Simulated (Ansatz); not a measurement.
System: FeS2.

Input file:

```
crystal:
  lattice:
    - [4.44, 0.0, 0.0]
    - [0.0, 5.39, 0.0]
    - [0.0, 0.0, 3.37]
  atoms:
    - { symbol: Fe, position: [0.0, 0.0, 0.0] }
    - { symbol: Fe, position: [0.5, 0.5, 0.5] }
    - { symbol: S, position: [0.203, 0.375, 0.0] }
    - { symbol: S, position: [0.297, 0.875, 0.5] }
    - { symbol: S, position: [0.797, 0.625, 0.0] }
    - { symbol: S, position: [0.703, 0.125, 0.5] }
basis:
  ecutwfc: 420
kpoints:
  mp_grid: { grid: [6, 6, 8] }
hamiltonian:
  xc: pbe
scf:
  occupations: { method: gaussian, width: 0.02 }
output:
  forces: true
  stress: true
  eigenvalues: true
  write_density: true
  write_potential: true
  elf: true
  volumetric_format: npy
relax:
  adjacent_minimum: "off"
  f_tol: 0.005
  max_steps: 80
  cell: { stress_tol: 0.05 }
```

Launched as:

```sh
ansatz run input.yaml --threads 2 --pin off --max-ram 5120MiB --backend cpu --events-out ev --progress --plain --runs-dir out
```

Below, planes, directions and counts refer to the conventional cell (a = 4.44 Å, b = 5.41 Å, c = 3.39 Å, α = 90.00°, β = 90.00°, γ = 90.00°).

The fields are those of the relaxed geometry.

Space group Pnnm; computed without spin polarisation.

The calculation used DFT PBE, scalar-relativistic, plane waves, PAW in Ansatz 0.2.0.

### What will maps of the valence pseudo-density and electron localisation function show?

Fe–S (2.23 Å): the density is about 0.65 e/Å³ at the midpoint; the ELF peaks at about 0.90 in the valence shell of S, 0.8 Å from its nucleus, and is about 0.50 at the midpoint.
S–S (2.28 Å): ρ at the midpoint is about 0.7 e/Å³; the ELF peaks at about 0.85 between the atoms, as expected for localised, covalent bonding.

### Does the calculation make it a metal, or give it a gap?

It is gapped, with a Kohn–Sham gap of 0.90 eV on the k-point mesh (the band edges may lie off the mesh, which would make the gap smaller).

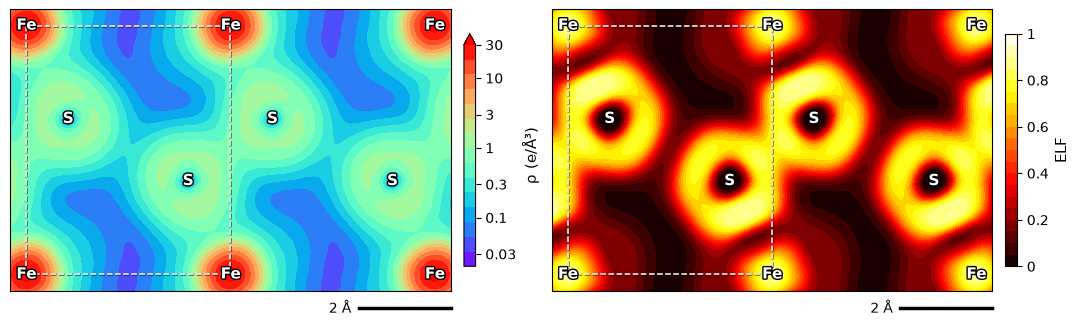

Computed valence pseudo-density and electron localisation function on the (001) plane of the conventional cell, in this order. 
